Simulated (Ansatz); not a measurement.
# La$_{2}$O$_{3}$: single-point calculation

The run: single-point calculation of La$_{2}$O$_{3}$ (P6/mmm, 5 atoms in the cell). Method and program: DFT PBE, scalar-relativistic, plane waves, PAW, no spin polarisation (Ansatz 0.2.0).

The structure derives from an entry of the Crystallography Open Database. It belongs to a series of runs on one base structure; here: band edges sought over the zone. Figures and captions count atoms from 1; the log counts them from 0 in places.

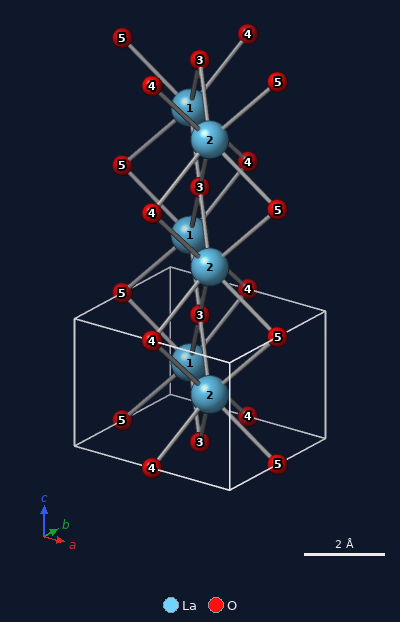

Figure 1. The structure as given in the input (ball-and-stick view of the cell of the calculation, repeated 1 × 1 × 3, seen slightly off an axis; atoms are numbered from 1 in the order of the input).

## The input
```yaml
crystal:
  lattice:
    - [6.3714838384, -4.7e-09, 0.0]
    - [-3.1857419152, 5.5178668662, 0.0]
    - [0.0, 0.0, 3.2867578887]
  atoms:
    - { symbol: La, position: [0.3333333333, 0.6666666667, 0.4999830027] }
    - { symbol: La, position: [0.6666666667, 0.3333333333, 0.5000169973] }
    - { symbol: O, position: [0.4999767159, 0.4999767159, 0.0] }
    - { symbol: O, position: [0.5000232841, 0.0, 0.0] }
    - { symbol: O, position: [0.0, 0.5000232841, 0.0] }
basis:
  ecutwfc: 420
  xc_grid: 2
kpoints:
  mp_grid: { grid: [6, 6, 8] }
  band_path: { path: [VBM, CBM], npoints: 2 }
hamiltonian:
  xc: pbe
scf:
  occupations: { method: gaussian, width: 0.02 }
output:
  forces: true
  stress: true
  eigenvalues: true
```

Hardware: 8 threads of Arm Neoverse V1, 24 GiB of memory available, shared host.

Run as:
```bash
ansatz run input.yaml --threads 8 --pin off --max-ram 14336MiB --backend cpu --events-out ev --progress --plain --runs-dir out
```

## Output
```
Engine: ansatz 0.2.0, aarch64-unknown-linux-gnu
Pseudopotentials: kind: paw
Pseudopotential: La, paw, valence charge 11, recommended cutoff 420 eV (normal), La.paw.azcp
Pseudopotential: O, paw, valence charge 6, recommended cutoff 420 eV (normal), O.paw.azcp
Functional definition: PBE
  parameter kappa = 0.804
  parameter beta = 0.06672455060314922
  exchange = pbe_x(kappa = kappa, mu = beta*pi^2/3)
  correlation = pbe_c(beta = beta)
Crystal: 5 atoms, lattice volume = 115.553 Å³
Basis set: ecut = 420 eV, 2279 PW (Γ), exchange–correlation on 90×90×48 points (8 copies of the dense FFT grid, shifted against one another)
Bands: 25, of which v1, the nominal top of the filled ones, is band 20 counted from 1 (19 counted from 0)
Symmetry: 6 space group operations
Space group: P321 (ITA 150), of the structure as read, at distance tolerance 4.9e-5 Å
k-points: 44 of 288 (time reversal used)
Non-local potential: La, projectors of the file, l = 0: 3, l = 1: 2, l = 2: 2, l = 3: 3
Non-local potential: O, projectors of the file, l = 0: 2, l = 1: 2, l = 2: 1
PAW form: soft (Blöchl's): semilocal exchange-correlation on the pseudo side does not see the compensation charge
PAW one-centre angular grid: La, 590 points (default); XC on 64 Gauss nodes
PAW one-centre angular grid: O, 110 points (default); XC on 64 Gauss nodes
Initial density: superposition of atomic densities (neutral atoms: chi_scale 0, normalization atom), corrected by the library's trained network
Initial wavefunctions: pseudopotential atomic-orbital guess
Functional: x = pbe(κ = 0.804, μ = 0.2195149727645171), c = pbe(β = 0.06672455060314922)
SCF iter   1: F=—  HF=-14211.009466 eV  |F-HF|=—  |Δ(HF+E_count)|=         —  Δρ=3.46e-3  dr2=1.57e-2  ethr=1.77e-3  ⟨swp⟩=8.4  Hψ=5821  notcnv=0
preconditioner: auto → Resta (q_TF=auto, 2.286 Å⁻¹)  ε∞=3.9  [insulator: Δε(μ)=1.636 eV  Ē_g=12.211 eV  σ=0.020 eV  W_gap=1.00  n_scr=32 (ndim 8)  ℏωp=20.7 eV  f_vac=0.256  D(μ)=0.00/eV (n_scr^D=0)  ε∞_Penn≈3.9]
SCF iter   2: F=—  HF=-14211.013848 eV  |F-HF|=—  |Δ(HF+E_count)|=   4.38e-3  Δρ=2.24e-3  dr2=5.67e-3  ethr=3.93e-5  ⟨swp⟩=4.7  Hψ=2504  notcnv=0  defer=35
SCF iter   3: F=—  HF=-14211.016580 eV  |F-HF|=—  |Δ(HF+E_count)|=   2.73e-3  Δρ=1.12e-3  dr2=2.11e-3  ethr=1.42e-5  ⟨swp⟩=2.5  Hψ=1676  notcnv=0  defer=35
SCF iter   4: F=—  HF=-14211.020418 eV  |F-HF|=—  |Δ(HF+E_count)|=   3.84e-3  Δρ=2.71e-4  dr2=1.47e-4  ethr=5.28e-6  ⟨swp⟩=5.7  Hψ=2309  notcnv=0  defer=35
SCF iter   5: F=—  HF=-14211.020932 eV  |F-HF|=—  |Δ(HF+E_count)|=   5.14e-4  Δρ=1.14e-4  dr2=1.56e-5  ethr=3.68e-7  ⟨swp⟩=2.7  Hψ=1768  notcnv=0  defer=35
SCF iter   6: F=—  HF=-14211.020923 eV  |F-HF|=—  |Δ(HF+E_count)|=   8.95e-6  Δρ=1.78e-5  dr2=1.09e-6  ethr=3.91e-8  ⟨swp⟩=2.0  Hψ=1620  notcnv=0  defer=35
SCF iter   7: F=-14211.020923 eV  HF=-14211.020923 eV  |F-HF|=3.32e-8  |Δ(HF+E_count)|=   2.37e-7  Δρ=8.11e-6  dr2=9.09e-8  ethr=2.50e-10  ⟨swp⟩=11.8  Hψ=6390  notcnv=0
SCF 1 converged in 7 iterations: F = -14211.020923 eV  dr2 = 9.09e-8
  greatest PAW one-centre occupation: 0.972 electrons in one spin orbital (limit 2), on the La atom at site 1 (counted from 0), in its partial waves of l = 0
```

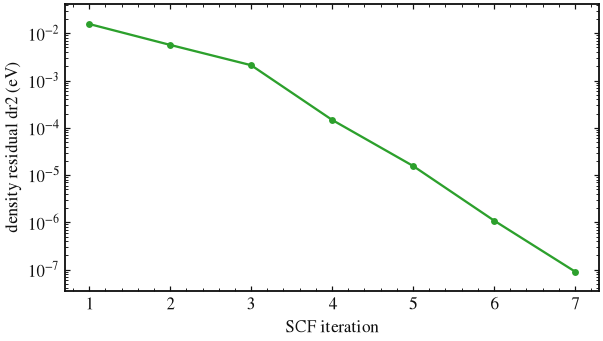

Figure 2. Convergence of the self-consistent field: density residual dr2 against the SCF iteration. The residual falls at every step.

```
NSCF: frozen V_eff on 34 k-points
NSCF: frozen V_eff on 34 k-points
NSCF: frozen V_eff on 34 k-points
NSCF: frozen V_eff on 1 k-points
NSCF: frozen V_eff on 8 k-points
NSCF: frozen V_eff on 8 k-points
NSCF: frozen V_eff on 8 k-points
NSCF: frozen V_eff on 8 k-points
NSCF: frozen V_eff on 3 k-points
SCF converged after 7 iterations
Free energy (F): -14211.020923 eV
Harris-Foulkes:  -14211.020923 eV  (|F-HF|=3.32e-8)
Internal energy: -14211.020923 eV  (E = F + TS)
E sigma→0 (E₀):  -14211.020923 eV
Fermi energy:    6.561698 eV
--- Per-component energies (eV) ---
  E_band       = -183.280303
  E_kinetic    = 910.419647
  E_local      = -2814.988031  (includes V_loc(G=0)·N_el)
  E_nonlocal   = 336.484979
  E_hartree    = 1100.278111
  E_xc         = -502.560543
  E_vxc        = -580.628545  (∫ρ·V_xc dr)
  E_paw        = -11307.650646  (= ΣΔE_a)
  E_vpaw       = -235.116112  (= ΣTr[D̂ρ^β])
  E_aug_tail   = 0.007201  (compensation charges beyond the density's cutoff)
  E_ewald      = -1933.011641
  E_smearing   = -0.000000  (= −TS)
  E_closure    = 0.000000  (closes the sum)
  Σ components = -14211.020923   (vs F -14211.020923, Δ=0.00e0)
--- Forces (eV/Å), atoms counted from 1 ---
  atom   1  La     0.00000000    -0.00000000     0.00010966
  atom   2  La    -0.00000000    -0.00000000    -0.00010966
  atom   3  O      0.00008984     0.00015561     0.00000000
  atom   4  O     -0.00017968     0.00000000    -0.00000000
  atom   5  O      0.00008984    -0.00015561    -0.00000000
  max |Σ_I F_I| component: 2.28e-18 eV/Å
--- Stress (GPa, compression-positive) ---
        0.018558       0.000000      -0.000000
       -0.000000       0.018558      -0.000000
       -0.000000      -0.000000       0.003887
  P = ⅓ Tr σ = 0.0137 GPa (0.137 kbar)
--- Band table (eV; the first three rows and the last of 44) ---
  k-point 0: bands = ["-24.8033", "-24.6137", "-11.6074", "-11.6074", "-10.0190", "-8.3478", "-8.3478", "-7.5907", "-7.2783", "-6.5859", "-6.5859", "2.6217", "3.7179", "3.7179", "3.9153", "3.9153", "4.7906", "4.7906", "5.0898", "5.3016", "7.3727", "9.2219", "9.6864", "9.6864", "10.4183"]
  k-point 1: bands = ["-24.7566", "-24.5736", "-11.4768", "-11.4768", "-10.4661", "-8.2877", "-8.2877", "-7.6990", "-7.3002", "-6.8243", "-6.8243", "3.1926", "3.7798", "3.7798", "3.9709", "3.9709", "4.4837", "4.4837", "4.9195", "5.1421", "7.8014", "9.4349", "9.7943", "9.7943", "10.3675"]
  k-point 2: bands = ["-24.6403", "-24.4743", "-11.3093", "-11.1022", "-11.1022", "-8.5785", "-8.1367", "-8.1367", "-7.4499", "-7.4499", "-6.8131", "3.6297", "3.6297", "3.9572", "3.9572", "4.1416", "4.3036", "4.3036", "4.3969", "5.2738", "8.7386", "9.8205", "9.9894", "9.9894", "10.1757"]
  k-point 43: bands = ["-24.3978", "-24.3978", "-11.6484", "-11.6484", "-10.1998", "-8.7492", "-8.3102", "-8.3102", "-7.8321", "-7.6100", "-7.6100", "3.0960", "3.7642", "3.7642", "4.0332", "4.0764", "4.0764", "4.1389", "5.0834", "5.0834", "10.0279", "10.0279", "10.1184", "10.1184", "10.1946"]
```

## Results in brief

| quantity | value |
| --- | --- |
| outcome | converged |
| space group (tolerance 0.01 Å) | P6/mmm (191) |
| electrons treated | 40 |
| free energy | −14211.0209 eV |
| Fermi energy | 6.562 eV |
| gap on the k-point mesh | 1.62 eV |
| gap on the band path | 1.62 eV |
| pressure | 0.01 GPa |
| largest force (length of the vector) | under 0.001 eV/Å |
| wall time | 5.2 s (CPU time 38 s) |
| peak memory | 0.51 GiB |
